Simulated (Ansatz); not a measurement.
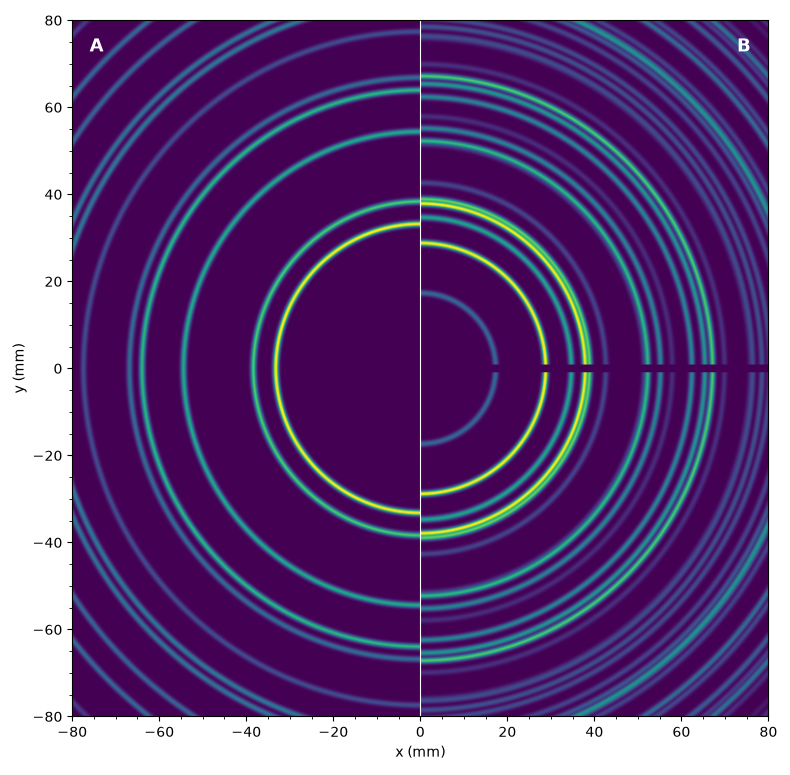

Simulated X-ray powder rings on a flat area detector normal to the beam: λ = 0.1665 Å, sample-to-detector distance 440 mm, axes in mm from the beam centre, beam polarised horizontally, for a fine-grained powder without texture. Kinematic intensities with B = 0.3 Å² for all atoms, without absorption; brightness goes as intensity to the power 0.5, clipped at the top. Reflections closer than the ring width show as one ring. The left and right halves show two different samples, each scaled to its strongest ring.

Structure 1:
```yaml
crystal:
  lattice:
    - [3.82977, 0.00000, 0.00000]
    - [0.00000, 3.82977, 0.00000]
    - [0.00000, 0.00000, 3.82977]
  atoms:
    - { symbol: Rh, position: [0.50000, 0.00000, 0.00000] }
    - { symbol: Rh, position: [0.50000, 0.50000, 0.50000] }
    - { symbol: Rh, position: [0.00000, 0.00000, 0.50000] }
    - { symbol: Rh, position: [0.00000, 0.50000, 0.00000] }
```

Structure 2:
```cif
data_structure
_symmetry_space_group_name_H-M 'I4/mmm'
_symmetry_Int_Tables_number 139
_cell_length_a 2.6704
_cell_length_b 2.6704
_cell_length_c 8.4622
_cell_angle_alpha 90.000
_cell_angle_beta 90.000
_cell_angle_gamma 90.000
_cell_volume 60.34
loop_
_atom_site_label
_atom_site_type_symbol
_atom_site_symmetry_multiplicity
_atom_site_Wyckoff_symbol
_atom_site_fract_x
_atom_site_fract_y
_atom_site_fract_z
_atom_site_occupancy
Rh1 Rh 4 e 0.50000 0.50000 0.35770 1
```

Origins: 1, the end point of a relaxation with Ansatz 0.2.0, DFT PBE, scalar-relativistic, plane waves, PAW; the starting structure was generated, so it need not be a known form of this composition; 2, the end point of a relaxation with DFT r2SCAN, scalar-relativistic, plane waves, PAW in Ansatz; the starting structure was generated, so it need not be a known form of this composition.

> Which structure gives which half?

Half A is structure 1 (Rh): 111 at 33.2 mm (d = 2.21 Å), 200 at 38.4 mm (d = 1.915 Å), 220 at 54.4 mm (d = 1.354 Å), 311 at 63.9 mm (d = 1.155 Å).
Half B is structure 2 (Rh): 002 at 17.3 mm (d = 4.23 Å), 101 at 28.8 mm (d = 2.55 Å), 004 at 34.7 mm (d = 2.12 Å), 103 at 37.9 mm (d = 1.939 Å).
